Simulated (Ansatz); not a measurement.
## NiO: single-point calculation (part 2 of 2)

Continued. System: NiO (P3m1, 12 atoms in the cell). Method: DFT PBE+U, scalar-relativistic, plane waves, PAW, Ueff = 6.2 eV on Ni d, spin-polarised (Ansatz 0.2.0); cutoff 420 eV, 10×10×2 k-mesh, Gaussian smearing of 0.05 eV, collinear spins. The structure derives from an entry of the Crystallography Open Database. It belongs to a series of runs on one base structure; here: the crystal opened by +3.00 A across the cut.

### Log, continued
```
SCF iter   1: F=—  HF=-38424.669955 eV  |F-HF|=—  |Δ(HF+E_count)|=         —  Δρ=2.79e-6 (↑2.06e-6 ↓2.79e-6)  dr2=9.49e-8  dr2_m=2.14e-9  M=10.621 μB ∫|m|=12.113 μB  ethr=6.59e-11  ⟨swp⟩=1.0  Hψ=45452  notcnv=0
preconditioner: auto → Kerker (q_TF=auto, 2.740 Å⁻¹)  [metal: Δε(μ)=0.006 eV  Ē_g=13.583 eV  σ=0.050 eV  W_gap=0.07  n_scr=56 (ndim 8)  ℏωp=30.7 eV  f_vac=0.133  D(μ)=4.06/eV (n_scr^D=12)]
spin=Collinear: Kerker preconditioning applied to the charge; magnetization (m = ρ↑ − ρ↓) channel mixes plain (no charge-response kernel on spin).
SCF iter   2: F=—  HF=-38424.669957 eV  |F-HF|=—  |Δ(HF+E_count)|=   1.44e-6  Δρ=9.10e-5 (↑5.85e-5 ↓9.10e-5)  dr2=7.85e-5  dr2_m=3.58e-6  M=10.618 μB ∫|m|=12.113 μB  β_m=0.30  ethr=6.59e-11  ⟨swp⟩=4.1  Hψ=26245  notcnv=0
SCF iter   3: F=—  HF=-38424.669956 eV  |F-HF|=—  |Δ(HF+E_count)|=   6.64e-7  Δρ=3.29e-5 (↑2.74e-5 ↓3.29e-5)  dr2=5.38e-6  dr2_m=2.16e-7  M=10.621 μB ∫|m|=12.113 μB  β_m=0.26  ethr=6.59e-11  ⟨swp⟩=3.0  Hψ=27465  notcnv=0
SCF iter   4: F=—  HF=-38424.669956 eV  |F-HF|=—  |Δ(HF+E_count)|=   2.94e-7  Δρ=2.05e-5 (↑1.14e-5 ↓2.05e-5)  dr2=1.44e-5  dr2_m=1.92e-7  M=10.620 μB ∫|m|=12.113 μB  β_m=0.26  ethr=6.59e-11  ⟨swp⟩=3.0  Hψ=23201  notcnv=0
SCF iter   5: F=—  HF=-38424.669955 eV  |F-HF|=—  |Δ(HF+E_count)|=   3.62e-7  Δρ=7.10e-6 (↑7.10e-6 ↓5.89e-6)  dr2=4.75e-6  dr2_m=2.06e-8  M=10.620 μB ∫|m|=12.113 μB  β_m=0.46  ethr=6.59e-11  ⟨swp⟩=2.1  Hψ=15634  notcnv=0
SCF iter   6: F=—  HF=-38424.669955 eV  |F-HF|=—  |Δ(HF+E_count)|=   2.70e-8  Δρ=6.12e-6 (↑6.12e-6 ↓5.99e-6)  dr2=1.23e-6  dr2_m=2.92e-8  M=10.621 μB ∫|m|=12.113 μB  β_m=0.51  ethr=6.59e-11  ⟨swp⟩=2.9  Hψ=19820  notcnv=0
SCF iter   7: F=—  HF=-38424.669955 eV  |F-HF|=—  |Δ(HF+E_count)|=   3.48e-8  Δρ=3.26e-6 (↑2.89e-6 ↓3.26e-6)  dr2=7.21e-7  dr2_m=3.26e-9  M=10.621 μB ∫|m|=12.113 μB  β_m=0.57  ethr=6.59e-11  ⟨swp⟩=2.5  Hψ=16745  notcnv=0
SCF iter   8: F=—  HF=-38424.669955 eV  |F-HF|=—  |Δ(HF+E_count)|=   3.16e-8  Δρ=7.81e-6 (↑4.48e-6 ↓7.81e-6)  dr2=8.44e-7  dr2_m=2.31e-8  M=10.621 μB ∫|m|=12.113 μB  β_m=0.63  ethr=6.59e-11  ⟨swp⟩=2.0  Hψ=15147  notcnv=0
SCF iter   9: F=—  HF=-38424.669955 eV  |F-HF|=—  |Δ(HF+E_count)|=   5.02e-8  Δρ=2.92e-6 (↑2.36e-6 ↓2.92e-6)  dr2=2.89e-7  dr2_m=3.44e-9  M=10.621 μB ∫|m|=12.113 μB  β_m=0.67  ethr=6.59e-11  ⟨swp⟩=2.1  Hψ=16629  notcnv=0
SCF iter  10: F=—  HF=-38424.669955 eV  |F-HF|=—  |Δ(HF+E_count)|=   2.06e-8  Δρ=7.14e-6 (↑4.57e-6 ↓7.14e-6)  dr2=5.18e-7  dr2_m=1.98e-8  M=10.621 μB ∫|m|=12.113 μB  β_m=0.68  ethr=6.59e-11  ⟨swp⟩=2.0  Hψ=12794  notcnv=0
SCF iter  11: F=—  HF=-38424.669955 eV  |F-HF|=—  |Δ(HF+E_count)|=   7.94e-9  Δρ=5.47e-6 (↑3.28e-6 ↓5.47e-6)  dr2=2.67e-7  dr2_m=1.00e-8  M=10.621 μB ∫|m|=12.113 μB  β_m=0.64  ethr=6.59e-11  ⟨swp⟩=2.0  Hψ=12672  notcnv=0
SCF iter  12: F=—  HF=-38424.669955 eV  |F-HF|=—  |Δ(HF+E_count)|=   1.16e-9  Δρ=4.76e-6 (↑3.32e-6 ↓4.76e-6)  dr2=1.74e-7  dr2_m=9.92e-9  M=10.621 μB ∫|m|=12.113 μB  β_m=0.53  ethr=6.59e-11  ⟨swp⟩=1.8  Hψ=11638  notcnv=0
SCF iter  13: F=-38424.669955 eV  HF=-38424.669955 eV  |F-HF|=6.91e-8  |Δ(HF+E_count)|=   3.53e-9  Δρ=2.48e-6 (↑1.44e-6 ↓2.48e-6)  dr2=7.49e-8  dr2_m=1.90e-9  M=10.621 μB ∫|m|=12.113 μB  ethr=6.59e-11  ⟨swp⟩=1.0  Hψ=22531  notcnv=0
SCF 2 converged in 13 iterations: F = -38424.669955 eV  dr2 = 7.49e-8
WARN: an SCF from ferrimagnetic starting moments (1.91, -1.91, -1.91, -1.91, 1.91, 1.91, 0.21, 0.21, 0.21, 0.21, 0.21, 0.21 Bohr magnetons, atom by atom) was not made, by what the run has read of turns of its moments that order reads lower: the deck asks for what bars it, or types moments that do (magnetization.spin_polarized, in the input reference, names some of the keys), or the run goes by scf.lower_state_search: light, the default, which as a rule tries one only behind a close that has lost an order of both signs, or on which an open d or half-filled 4f shell of a PAW file has lost a moment that was set nearer to Hund's than to what is left; or, under a Hubbard U, one that names an f shell that the input leaves bare beside given moments, or a larger moment for a shell of low spin that is given one. standard, with a start from the atoms, tries one behind each close (in a relaxation, ahead of its steps or at their end). To set out from that order, type those moments (crystal.atoms[].spin; where shells were raised to Hund's moment, beside crystal.symmetry.detect: false) under scf.lower_state_search: light. The bands of the close that named these starting moments, or of the one ahead of a search that led to it (under cold or Methfessel-Paxton smearing those of the Gaussian ahead of it) read a cost of -339.68 meV for the turn to them, carried on from a small turn (-339.68 by the pairs of d shells alone)
SCF converged after 48 iterations
Magnetization: 10.6209 μB (77.3105 up, 66.6895 down)
Absolute magnetization: 12.1077 μB (∫|ρ↑−ρ↓|, with the PAW one-centre terms)
Spin contamination: 0.7714 ħ² per cell (⟨S²⟩ above its minimum at these occupations)
Per-site moments (μB) at R_I (Å): [(1.7184458268362326, 0.8801567987277902), (1.5340865905174534, 0.8801567987277902), (1.7354262369388131, 0.88015679872779), (1.729917640872633, 0.8801567987277902), (1.7356481877461731, 0.8801567987277897), (1.6321611798887452, 0.8801567987277894), (0.18964078874635204, 0.88015679872779), (0.1408894917490403, 0.8801567987277902), (0.1923746441936492, 0.88015679872779), (0.14510331147177988, 0.8801567987277905), (0.18854754588109396, 0.8801567987277897), (-0.5718832590982232, 0.8801567987277894)]
Free energy (F): -38424.669955 eV
Harris-Foulkes:  -38424.669955 eV  (|F-HF|=8.80e-8)
Internal energy: -38424.664883 eV  (E = F + TS)
E sigma→0 (E₀):  -38424.667419 eV
Entropy (-TS):   -0.005072 eV (-0.423 meV/atom)
Fermi energy:    9.961949 eV
--- Per-component energies (eV) ---
  E_band       = -2778.658184
  E_kinetic    = 2680.794464
  E_local      = -45532.573644  (includes V_loc(G=0)·N_el)
  E_nonlocal   = 4137.205919
  E_hartree    = 20319.631549
  E_xc         = -929.264648
  E_vxc        = -1191.073728  (∫ρ·V_xc dr)
  E_hubbard    = 4.986025  (on-site DFT+U / exact-exchange correction)
  E_vhub       = -143.631900  (the Hubbard potential's part of the band-sum identity)
  E_paw        = -10733.509904  (= ΣΔE_a)
  E_vpaw       = -3368.636663  (= ΣTr[D̂ρ^β])
  E_aug_tail   = 0.017403  (compensation charges beyond the density's cutoff)
  E_ewald      = -8371.952047
  E_smearing   = -0.005072  (= −TS)
  E_closure    = -0.000000  (closes the sum)
  Σ components = -38424.669955   (vs F -38424.669955, Δ=0.00e0)
--- Forces (eV/Å), atoms counted from 1 ---
  atom   1  Ni     0.15816217     0.15816217     0.15816217
  atom   2  Ni     0.08426406     0.08426406     0.08426406
  atom   3  Ni     0.16016676     0.16016676     0.16016676
  atom   4  Ni     0.19058299     0.19058299     0.19058299
  atom   5  Ni     0.15924511     0.15924511     0.15924511
  atom   6  Ni     1.14903867     1.14903867     1.14903867
  atom   7  O     -0.16606511    -0.16606511    -0.16606511
  atom   8  O     -0.22190060    -0.22190060    -0.22190060
  atom   9  O     -0.15694130    -0.15694130    -0.15694130
  atom  10  O     -0.23789113    -0.23789113    -0.23789113
  atom  11  O     -0.16107246    -0.16107246    -0.16107246
  atom  12  O     -0.95752722    -0.95752722    -0.95752722
  max |Σ_I F_I| component: 6.19e-5 eV/Å
--- Stress (GPa, compression-positive) ---
       -3.181635       0.024434       0.024434
        0.024434      -3.181635       0.024434
        0.024434       0.024434      -3.181635
  P = ⅓ Tr σ = -3.1816 GPa (-31.816 kbar)
--- Band table (eV; the first three rows and the last of 56) ---
  k-point 0 ↑: bands = ["-95.9587", "-95.7193", "-95.6876", "-95.4350", "-95.1280", "-94.5328", "-56.3250", "-56.3176", "-56.3176", "-56.0848", "-56.0762", "-56.0762", "-56.0612", "-56.0612", "-56.0442", "-55.8004", "-55.7917", "-55.7917", "-55.4914", "-55.4855", "-55.4855", "-54.8889", "-54.8889", "-54.8738", "-9.8750", "-9.4038", "-9.0260", "-8.6450", "-8.1678", "-6.1224", "1.2189", "1.4593", "1.4593", "1.8792", "1.8792", "1.9137", "2.2393", "2.2393", "2.4468", "2.4468", "2.5763", "2.6786", "2.6786", "3.0218", "3.1761", "3.1761", "3.3063", "3.4450", "3.4450", "3.4944", "3.4944", "3.6121", "3.6121", "3.8277", "3.8277", "4.0060", "4.1560", "4.1560", "4.8191", "4.8191", "5.0961", "5.5126", "5.9243", "6.4224", "7.0932", "7.3744", "7.3744", "7.8760", "7.8760", "8.2805", "8.2805", "8.5810", "8.6757", "8.6757", "8.7690", "9.1541", "9.1541", "10.7343", "10.7343", "11.5996", "12.6051", "13.8287", "14.3580", "15.1096", "16.9316", "18.5230", "19.5915", "20.8327", "21.8517", "23.2224", "23.2224", "24.0640", "24.0640", "24.1847", "24.8510"]
  k-point 1 ↑: bands = ["-95.9587", "-95.7193", "-95.6876", "-95.4350", "-95.1281", "-94.5328", "-56.3250", "-56.3176", "-56.3176", "-56.0848", "-56.0762", "-56.0762", "-56.0612", "-56.0612", "-56.0442", "-55.8004", "-55.7917", "-55.7917", "-55.4914", "-55.4855", "-55.4855", "-54.8889", "-54.8889", "-54.8738", "-9.8750", "-9.4038", "-9.0260", "-8.6450", "-8.1678", "-6.1224", "1.2184", "1.4593", "1.4593", "1.8792", "1.8792", "1.9149", "2.2393", "2.2393", "2.4467", "2.4467", "2.5735", "2.6786", "2.6786", "3.0255", "3.1761", "3.1761", "3.3047", "3.4450", "3.4450", "3.4944", "3.4944", "3.6121", "3.6121", "3.8277", "3.8277", "4.0059", "4.1560", "4.1560", "4.8191", "4.8191", "5.0962", "5.5126", "5.9215", "6.4171", "7.1182", "7.3740", "7.3740", "7.8758", "7.8758", "8.2804", "8.2804", "8.4455", "8.6755", "8.6755", "8.9017", "9.1539", "9.1539", "10.7340", "10.7340", "11.5210", "12.7846", "13.5784", "14.5419", "15.0655", "16.9193", "18.5273", "19.6757", "20.5604", "22.3825", "23.2228", "23.2228", "23.3087", "24.0600", "24.0600", "25.0694"]
  k-point 2 ↑: bands = ["-95.9586", "-95.7192", "-95.6875", "-95.4348", "-95.1279", "-94.5327", "-56.3248", "-56.3192", "-56.3180", "-56.0846", "-56.0778", "-56.0766", "-56.0627", "-56.0616", "-56.0441", "-55.8002", "-55.7933", "-55.7921", "-55.4913", "-55.4871", "-55.4860", "-54.8905", "-54.8893", "-54.8736", "-9.7977", "-9.3392", "-8.9761", "-8.6109", "-8.1477", "-6.0884", "1.3241", "1.4445", "1.4850", "1.8361", "1.8965", "2.0159", "2.2271", "2.2490", "2.3632", "2.4629", "2.5843", "2.6939", "2.7546", "3.0640", "3.1160", "3.1991", "3.2981", "3.4193", "3.4531", "3.4994", "3.5157", "3.5676", "3.6310", "3.7721", "3.8474", "4.0730", "4.1036", "4.1738", "4.7644", "4.8269", "5.1364", "5.5568", "5.9700", "6.4335", "6.7952", "7.2519", "7.3377", "7.4932", "7.8308", "7.8814", "8.2303", "8.2596", "8.6239", "8.6692", "8.8709", "9.1028", "9.1199", "10.3939", "10.6840", "12.1540", "13.0979", "14.2609", "14.8246", "15.6323", "17.2839", "18.6224", "19.5037", "20.8865", "21.8627", "22.2659", "22.9627", "23.3918", "23.6134", "23.9891", "24.1676"]
  k-point 27 ↓: bands = ["-93.7309", "-93.7152", "-93.4678", "-93.1830", "-92.8837", "-92.4181", "-54.1584", "-54.1550", "-54.1488", "-54.1443", "-54.1411", "-54.1226", "-53.8921", "-53.8888", "-53.8852", "-53.6073", "-53.6039", "-53.6005", "-53.3077", "-53.3043", "-53.3006", "-52.8320", "-52.8287", "-52.8164", "-8.5463", "-8.1171", "-7.8210", "-7.5384", "-7.2442", "-6.4588", "2.4924", "2.6148", "2.9530", "3.0119", "3.2565", "3.3886", "3.5592", "3.6851", "3.9104", "4.0343", "4.2606", "4.6860", "4.7950", "4.9106", "4.9698", "5.2575", "5.5598", "5.6126", "5.6905", "5.7127", "5.7666", "5.9344", "6.0127", "6.0773", "6.2506", "6.3101", "6.3943", "6.5492", "6.6147", "6.7318", "6.9092", "7.0054", "7.1201", "7.3527", "7.8124", "8.5845", "10.0620", "10.9944", "11.7737", "11.9567", "12.1214", "12.3614", "12.5210", "12.6897", "12.8471", "13.1202", "13.3146", "13.5969", "14.1524", "15.6485", "16.5619", "17.8975", "17.9853", "18.2214", "18.5432", "18.7926", "19.1325", "19.1755", "19.5058", "19.6714", "20.0080", "20.1516", "20.4474", "20.6239", "20.9837"]
Occupation matrices written to [file]
--- Löwdin populations: 12 sites ---
  site symbol       q [e]    m [muB]
     0     Ni     16.7897     1.7284
     1     Ni     17.1813     1.4765
     2     Ni     16.7793     1.7445
     3     Ni     16.7792     1.7404
     4     Ni     16.7782     1.7445
     5     Ni     16.7676     1.6718
     6      O      7.0958     0.2470
     7      O      7.0965     0.1988
     8      O      7.0967     0.2496
     9      O      7.0748     0.1950
    10      O      7.0949     0.2451
    11      O      6.6721    -0.6234
  spilling = 0.005513 (of n_electrons = 144.000000)
```

### File populations.tsv
```
# site	symbol	l	j	q_up	q_dn
# orbitals = lowdin
# n_electrons = 144.000000
# spilling = 0.005513
# projection_atom_Ni: [Ne] 3s2 3p6 3d8 4s2
# projection_atom_O: [He] 2s2 2p4
0	Ni	0_3S	-	0.999024	0.999080
0	Ni	0_4S	-	0.269719	0.256285
0	Ni	1_3P	-	2.999469	2.999250
0	Ni	2_3D	-	4.990869	3.276020
1	Ni	0_3S	-	0.999429	0.999475
1	Ni	0_4S	-	0.342556	0.444599
1	Ni	1_3P	-	2.999500	2.999360
1	Ni	2_3D	-	4.987420	3.408998
2	Ni	0_3S	-	0.998933	0.998986
2	Ni	0_4S	-	0.270447	0.256856
2	Ni	1_3P	-	2.999443	2.999195
2	Ni	2_3D	-	4.993079	3.262381
3	Ni	0_3S	-	0.998938	0.998991
3	Ni	0_4S	-	0.270629	0.256290
3	Ni	1_3P	-	2.999437	2.999205
3	Ni	2_3D	-	4.990778	3.264940
4	Ni	0_3S	-	0.998932	0.998985
4	Ni	0_4S	-	0.269981	0.256644
4	Ni	1_3P	-	2.999443	2.999195
4	Ni	2_3D	-	4.993012	3.262047
5	Ni	0_3S	-	0.999067	0.999151
5	Ni	0_4S	-	0.277881	0.246496
5	Ni	1_3P	-	2.999389	2.999427
5	Ni	2_3D	-	4.943340	3.302831
6	O	0_2S	-	0.942983	0.912009
6	O	1_2P	-	2.728396	2.512417
7	O	0_2S	-	0.955291	0.927631
7	O	1_2P	-	2.692361	2.521183
8	O	0_2S	-	0.942470	0.911640
8	O	1_2P	-	2.730653	2.511891
9	O	0_2S	-	0.943760	0.913634
9	O	1_2P	-	2.691114	2.526252
10	O	0_2S	-	0.942509	0.911765
10	O	1_2P	-	2.727464	2.513112
11	O	0_2S	-	0.967610	0.961516
11	O	1_2P	-	2.056755	2.686265
```

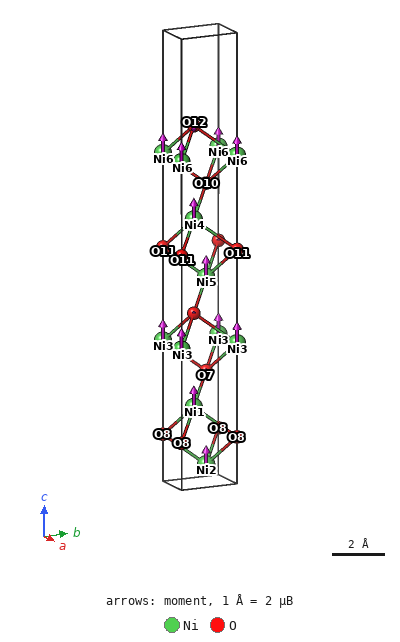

Fig. 1: Magnetic moments of the sites as pink arrows (ball-and-stick view of the cell of the calculation, set on other vectors, seen slightly off an axis; atoms are numbered from 1 in the order of the input); small moments hardly show. The run is collinear, so the axis drawn is arbitrary. Site moments: Ni3, Ni5 (1.74 μB); Ni4 (1.73 μB); Ni1 (1.72 μB); Ni6 (1.63 μB); Ni2 (1.53 μB); O12 (−0.57 μB); O7, O9, O11 (0.19 μB), among others. They are counted near the atoms and needn't add up to the moment of the cell.

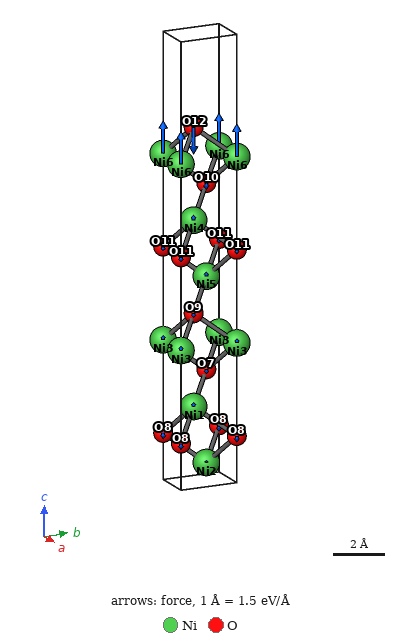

Fig. 2: Forces on the atoms as blue arrows (ball-and-stick view of the cell of the calculation, set on other vectors, seen slightly off an axis; atoms are numbered from 1 in the order of the input). The largest act on Ni6 (1.99 eV/Å); O12 (1.66 eV/Å). The geometry is not a stationary point of this energy.

This output came from the following input.

### Input
```yaml
crystal:
  lattice:
    - [2.1337134515, -2.1337134515, 0.0]
    - [2.1337134515, 0.0, -2.1337134515]
    - [10.2669046138, 10.2669046138, 10.2669046138]
  atoms:
    - { symbol: Ni, position: [0.3333333333, 0.3333333333, 0.173187013], spin: 1.91 }
    - { symbol: Ni, position: [0.6666666667, 0.6666666667, 0.0346374026], spin: 1.91 }
    - { symbol: Ni, position: [0.0, 0.0, 0.3117366234], spin: 1.91 }
    - { symbol: Ni, position: [0.3333333333, 0.3333333333, 0.5888358442], spin: 1.91 }
    - { symbol: Ni, position: [0.6666666667, 0.6666666667, 0.4502862338], spin: 1.91 }
    - { symbol: Ni, position: [0.0, 0.0, 0.7273854547], spin: 1.91 }
    - { symbol: O, position: [0.6666666667, 0.6666666667, 0.2424618182], spin: 0.21 }
    - { symbol: O, position: [0.0, 0.0, 0.1039122078], spin: 0.21 }
    - { symbol: O, position: [0.3333333333, 0.3333333333, 0.3810114286], spin: 0.21 }
    - { symbol: O, position: [0.6666666667, 0.6666666667, 0.6581106495], spin: 0.21 }
    - { symbol: O, position: [1.0, 1.0, 0.519561039], spin: 0.21 }
    - { symbol: O, position: [0.3333333333, 0.3333333333, 0.7966602599], spin: 0.21 }
basis:
  ecutwfc: 420
kpoints:
  mp_grid: { grid: [10, 10, 2] }
hamiltonian:
  xc: pbe
  hubbard: { sites: [{ species: Ni, l: d, u_eff: 6.2 }] }
scf:
  occupations: { method: gaussian, width: 0.05 }
output:
  forces: true
  stress: true
  eigenvalues: true
  populations: true
magnetization:
  spin_polarized: true
```

Launched with:
```bash
ansatz run input.yaml --threads 2 --pin off --max-ram 5120MiB --backend cpu --events-out ev --progress --plain --runs-dir out
```

### Results in brief

| quantity | value |
| --- | --- |
| outcome | converged |
| space group (tolerance 0.01 Å) | P3m1 (156) |
| electrons treated | 144 |
| free energy | −38424.6700 eV |
| Fermi energy | 9.962 eV |
| gap on the k-point mesh | none (metallic) |
| net moment of the cell | 10.62 μB |
| integrated absolute moment | 12.11 μB |
| pressure | −3.18 GPa |
| largest force (length of the vector) | 1.990 eV/Å |
| hardware | 2 threads of Arm Neoverse V2, 24 GiB of memory available, shared host |
| wall time | 4.8 min (CPU time 9.4 min) |
| peak memory | 1.4 GiB |

### Notes

The electronic state found may not be the lowest one. Notes on the run: the search outside the symmetry group is no proof of a minimum; another magnetic order may lie lower.
